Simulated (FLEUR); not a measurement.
## A series of single points on Al₂Ru

System: Al₂Ru (I4/mmm, 3 atoms in the cell).
Method: Kohn-Sham DFT of a periodic cell, LDA, all-electron, no spin polarisation (FLEUR MaX-R8.1 (later development tree)).

The 5 runs differ only in the geometry, by an even scaling of the cell at fixed fractional positions. The structure derives from a Materials Project entry.

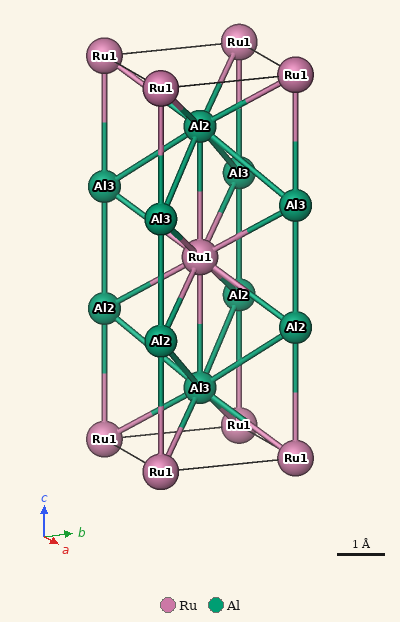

Figure 1. The structure of run 3 (ball-and-stick view of the cell 2 times as large as that of the calculation, set on its symmetry axes, seen slightly off an axis; atoms are numbered from 1 in the order of the input). An atom can appear more than once, as a periodic image.

### Input of run 3
```
<?xml version="1.0" encoding="UTF-8" standalone="no"?>
<fleurInput fleurInputVersion="0.39">
   <comment>
      Al2Ru                                                                                               
   </comment>
   <calculationSetup>
      <cutoffs Kmax="5.21" Gmax="16.2" GmaxXC="16.2" numbands="0"/>
      <scfLoop itmax="60" minDistance="0.00001" maxIterBroyd="15" imix="Anderson" alpha="0.05" precondParam="0.0" spinf="2.0" sdNocoIR="T"/>
      <coreElectrons ctail="T" frcor="F" kcrel="0" coretail_lmax="0"/>
      <xcFunctional name="vwn" relativisticCorrections="F"/>
      <magnetism jspins="1"/>
      <soc l_soc="F" theta="0.0" phi="0.0" spav="F"/>
      <expertModes spex="0" secvar="F"/>
      <geometryOptimization l_f="F" forcealpha="1.0" forcemix="BFGS" epsdisp="0.00001" epsforce="0.00001"/>
      <ldaU l_linMix="F" mixParam="0.05" spinf="1.0"/>
   </calculationSetup>
   <cell>
      <bzIntegration valenceElectrons="38.0" mode="hist" fermiSmearingEnergy="0.00183747">
         <kPointListSelection listName="default-1"/>
         <!-- k-points included here -->
         <xi:include xmlns:xi="http://www.w3.org/2001/XInclude" href="kpts.xml"> </xi:include>
      </bzIntegration>
      <!-- symmetry operations included here -->
      <xi:include xmlns:xi="http://www.w3.org/2001/XInclude" href="sym.xml"> </xi:include>
      <bulkLattice scale="1.0000000000">
         <bravaisMatrix>
            <row-1>   -2.9487695007046537     2.9487695007046537     7.9780563164053158</row-1>
            <row-2>    2.9487695007046537    -2.9487695007046537     7.9780563164053158</row-2>
            <row-3>    2.9487695007046537     2.9487695007046537    -7.9780563164053158</row-3>
         </bravaisMatrix>
      </bulkLattice>
   </cell>
   <atomSpecies>
      <species name="Ruthenium (Ru)" element="Ru" atomicNumber="44">
         <mtSphere radius="2.51" gridPoints="853" logIncrement="0.015"/>
         <atomicCutoffs lmax="10" lnonsphr="10"/>
         <electronConfig flipSpins="F">
            <coreConfig>(1s1/2) (2s1/2) (2p1/2) (2p3/2) (3s1/2) (3p1/2) (3p3/2) (3d3/2) (3d5/2)</coreConfig>
            <valenceConfig>(4s1/2) (4p1/2) (4p3/2) (5s1/2) (4d3/2) (4d5/2)</valenceConfig>
            <stateOccupation state="(5s1/2)" spinUp="0.500000" spinDown="0.500000"/>
            <stateOccupation state="(4d3/2)" spinUp="1.400000" spinDown="1.400000"/>
            <stateOccupation state="(4d5/2)" spinUp="2.100000" spinDown="2.100000"/>
         </electronConfig>
         <energyParameters s="5" p="5" d="4" f="4"/>
         <lo type="SCLO" l="0" n="4" eDeriv="0"/>
         <lo type="SCLO" l="1" n="4" eDeriv="0"/>
         <lo type="SCLO" l="1" n="4" eDeriv="1"/>
         <lo type="SCLO" l="2" n="4" eDeriv="2"/>
         <lo type="SCLO" l="3" n="4" eDeriv="2"/>
      </species>
      <species name="Aluminum (Al)" element="Al" atomicNumber="13">
         <mtSphere radius="1.88" gridPoints="641" logIncrement="0.018"/>
         <atomicCutoffs lmax="8" lnonsphr="8"/>
         <electronConfig flipSpins="F">
            <coreConfig>(1s1/2)</coreConfig>
            <valenceConfig>(2s1/2) (2p1/2) (2p3/2) (3s1/2) (3p1/2) (3p3/2)</valenceConfig>
            <stateOccupation state="(3p1/2)" spinUp="0.166667" spinDown="0.166667"/>
            <stateOccupation state="(3p3/2)" spinUp="0.333333" spinDown="0.333333"/>
         </electronConfig>
         <energyParameters s="3" p="3" d="3" f="4"/>
         <lo type="SCLO" l="0" n="2" eDeriv="0"/>
         <lo type="SCLO" l="1" n="2" eDeriv="0"/>
         <lo type="SCLO" l="2" n="3" eDeriv="2"/>
         <lo type="SCLO" l="3" n="4" eDeriv="2"/>
      </species>
   </atomSpecies>
   <atomGroups>
      <atomGroup species="Ruthenium (Ru)">
         <relPos label="                   1">.0000000000 .0000000000 .0000000000</relPos>
         <force calculate="T" relaxXYZ="TTT"/>
      </atomGroup>
      <atomGroup species="Aluminum (Al)">
         <relPos label="                   2">.3407978100 .3407978100 .0000000000</relPos>
         <relPos label="                   3">-.3407978100 -.3407978100 .0000000000</relPos>
         <force calculate="T" relaxXYZ="TTT"/>
      </atomGroup>
   </atomGroups>
   <output dos="F" band="F" slice="F">
      <checks vchk="F" cdinf="F"/>
      <bandDOS minEnergy="-.5*Htr" maxEnergy="0.5*Htr" sigma="0.015" storeEVData="T"/>
      <vacuumDOS vacdos="F" integ="F" star="F" nstars="0" locx1="0.0" locy1="0.0" locx2="0.0" locy2="0.0" nstm="0" tworkf="0.0"/>
      <unfoldingBand unfoldBand="F" supercellX="1" supercellY="1" supercellZ="1"/>
      <plotting iplot="0" polar="F">
         <plot TwoD="T" vec1="  1.0  0.0  0.0" vec2="  0.0  1.0  0.0" vec3="  0.0  0.0  1.0" zero="  0.0  0.0  0.0" file="plot"/>
      </plotting>
      <chargeDensitySlicing numkpt="0" minEigenval="0.0" maxEigenval="0.0" nnne="0" pallst="F"/>
      <specialOutput eonly="F"/>
      <moessbauerParams electricFieldGradient="T" isomerShift="T" coreHyperfine="T" valenceHyperfine="T"/>
      <magneticCircularDichroism mcd="F" energyLo="-10.0" energyUp="0.0"/>
   </output>
  <!-- We include the file relax.xml here to enable relaxations (see documentation) -->
  <xi:include xmlns:xi="http://www.w3.org/2001/XInclude" href="relax.xml"> <xi:fallback/> </xi:include>
</fleurInput>
```

Command:
```bash
inpgen -f crystal.txt -profile fastHighL; fleur_MPI
```

Run 4 has the same physical settings and fractional positions; its lattice vectors (Å) are:
```
  -1.580956    1.580956    4.277362
   1.580956   -1.580956    4.277362
   1.580956    1.580956   -4.277362
```

### Results, with one run withheld

```tsv
run	volume per atom (Å³)	free energy per atom, from the lowest run given (meV)
1	12.884	8.73
2	13.158	0.00
3	13.706	3.68
4	14.255	?
5	14.529	51.78
```

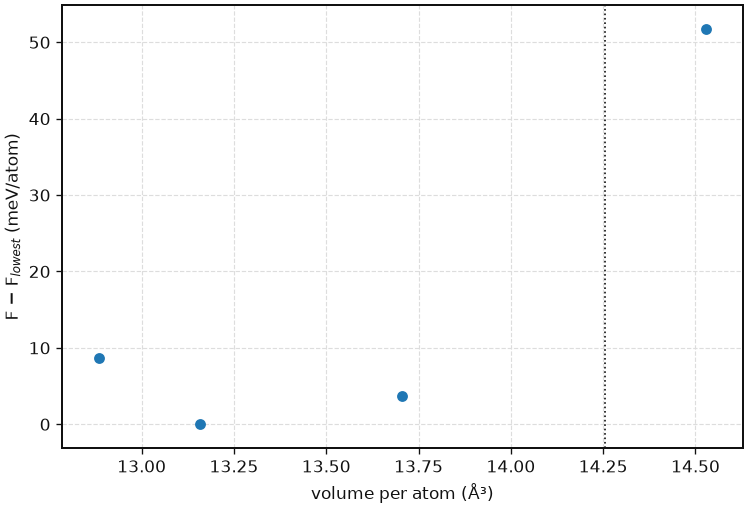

Figure 2. Free energy per atom of the runs given; the dotted line marks run 4.

Fit the runs given and predict run 4.

A quadratic polynomial in V^(−2/3) (the Birch–Murnaghan form), fitted to the 4 runs given, misses them by at most 0.06 meV per atom. With x = V^(−2/3) − 0.17598 Å⁻², it reads F = −0.05049 − 1914.1 x + 5.6531e+05 x² (meV per atom). At run 4 it gives 30.80 meV per atom, and the run itself gives 30.87. The fit has its minimum at 13.353 Å³ per atom, where V d²F/dV² gives 190 GPa. Cell shape and fractional positions are held, so this is the stiffness under even scaling; the relaxed bulk modulus wasn't computed.

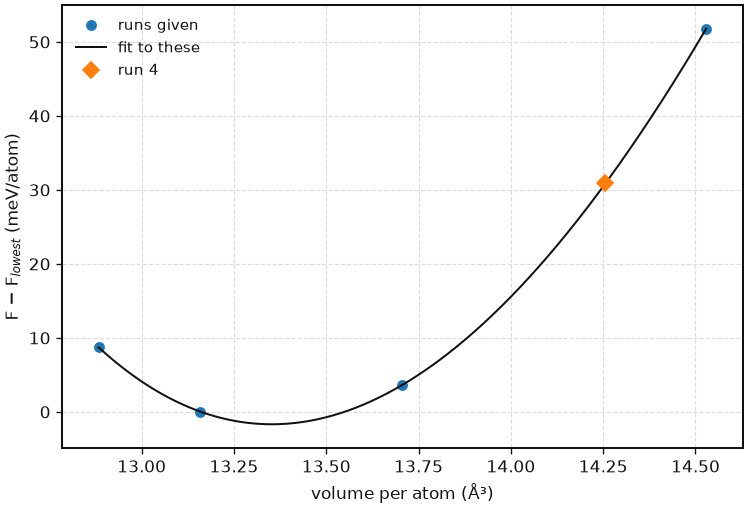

Figure 3. The fit and the withheld run.

### Output (run 4)
```
Welcome to FLEUR        (www.flapw.de)
      MaX-Release 8.1          (www.max-centre.eu)

 ========== k-point set info ==========
 Selected k-point list: default-1
 k-point list type: mesh
 12 x 12 x 12
 Number of k points: 163

 ------------Calculation Setup---------------------------
 Number of MPI-tasks      :            1
 Number of PE/node        :            1
 Number of OMP-threads    :            1
 Most efficient MPI parallelization for:
           1         163
 Additional eigenvalue parallelization possible
 Number of basis functions:          803
 Approximate size of matrices (H+S) per k-point:         0.010 GB
 --------------------------------------------------------

 Iteration:     1   Distance:      14.25038431 me/bohr^3

 Iteration:     2   Distance:      11.92489700 me/bohr^3

 Iteration:     3   Distance:       5.86798680 me/bohr^3

 Iteration:     4   Distance:       4.32036632 me/bohr^3

 Iteration:     5   Distance:       1.98852723 me/bohr^3

 Iteration:     6   Distance:       0.44797983 me/bohr^3

 Iteration:     7   Distance:       0.55452297 me/bohr^3

 Iteration:     8   Distance:       0.06571397 me/bohr^3

 Iteration:     9   Distance:       0.06006090 me/bohr^3

 Iteration:    10   Distance:       0.00878215 me/bohr^3

 Iteration:    11   Distance:       0.00632908 me/bohr^3

 Iteration:    12   Distance:       0.00156352 me/bohr^3

 Iteration:    13   Distance:       0.00023161 me/bohr^3

 Iteration:    14   Distance:       0.00021198 me/bohr^3

 Iteration:    15   Distance:       0.00001390 me/bohr^3

 Iteration:    16   Distance:       0.00001134 me/bohr^3

 Iteration:    17   Distance:       0.00000662 me/bohr^3

 ********************************************************************
 Run finished successfully
 Stop message:
   all done
 ********************************************************************
```
